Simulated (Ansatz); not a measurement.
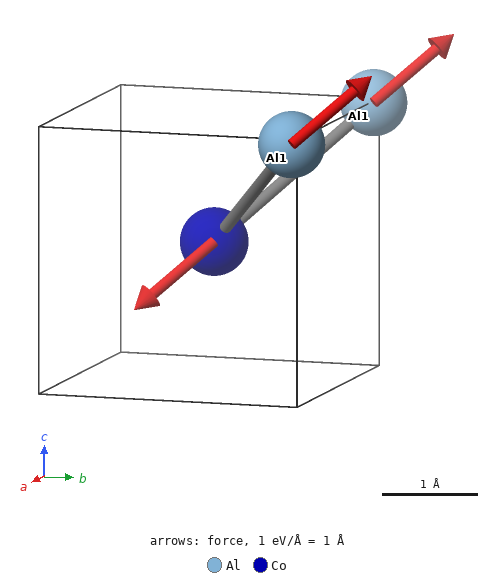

Starting geometry of a crystal of AlCo (set up in P1) with the computed forces as red arrows. The picture is a ball-and-stick view of the cell of the calculation, seen slightly off an axis.

Computed with DFT PBE, scalar-relativistic, plane waves, PAW (Ansatz 0.2.0). Set-up: plane-wave cutoff 420 eV; k-point mesh 12 × 12 × 12; occupations gaussian; smearing width 0.15 eV; no spin polarisation; cell and atoms relaxed; force threshold 0.01 eV/Å; at most 80 steps.

**Is this structure relaxed? If not, where do the atoms go?**

It isn't relaxed: the largest force vector, on Al atoms, is 1.14 eV/Å. The atoms end up moving mostly along the starting forces (cosine between the two patterns 1.00). The largest moves, 0.075 Å, are those of Al and Co atoms. Largest moves by element: Al 0.075 Å, Co 0.075 Å. The cell doesn't change. Among the contacts that change: Al–Co 2.320 → 2.470 Å, Al–Co 2.619 → 2.470 Å, Al–Co 2.534 → 2.470 Å, Al–Co 2.413 → 2.470 Å. The space group (tolerance 0.01 Å) goes from Cm (No. 8) to Pm-3m (No. 221). After 3 accepted moves (4 points after the start) the energy has fallen by 41.7 meV per atom. The largest force component goes from 0.7 to under 0.0001 eV/Å. The pressure goes from 1.75 to 0.00 GPa. The SCF was repeated once at an unchanged geometry on a basis and grid sized afresh for the cell, which shifted the energy by less than 0.05 meV per atom at most.
